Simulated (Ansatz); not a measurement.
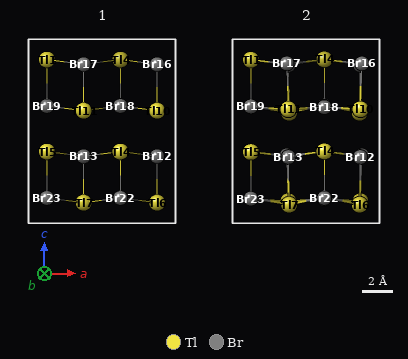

Two geometries of a defect cell of composition Tl₁₁Br₁₂ (cell charge −1), drawn at one scale. One is the start of a relaxation, the other its converged end. A ball-and-stick model of the conventional cell (2 times the calculation's cell), seen along the b axis. Lengths and directions refer to the drawn axes.

The calculation used DFT, PBE, plane-wave PAW, default files, scalar-relativistic in Ansatz 0.2.0. Settings: plane-wave cutoff 420 eV; k-point mesh 3 × 3 × 2; occupations fermi dirac; smearing width 0.01 eV; no spin polarisation; atoms relaxed in a fixed cell; force threshold 0.03 eV/Å; at most 40 steps.

Question: Which one is relaxed?

Answer: Structure 2 is the relaxed one. After 3 geometry steps the energy has fallen by 0.110 eV per cell of the calculation. The largest force component goes from 0.17 to 0.016 eV/Å. The largest moves, 0.17 Å, are those of Tl atoms. By element the largest moves are Tl 0.17 Å, Br 0.08 Å. The cell stays as it was. Some distances before and after: Br–Tl 3.138 → 3.223 Å, Br–Tl 3.341 → 3.419 Å, Br–Tl 3.341 → 3.266 Å, Br–Tl 3.341 → 3.290 Å. Cost: 2.4 min on 1 thread of Intel(R) Xeon(R) 6975P-C (Granite Rapids), with other jobs on the host, peak memory 1.6 GiB.

Limits of the set-up: the cell is charged, on a uniform background, and energies carry no finite-size correction.
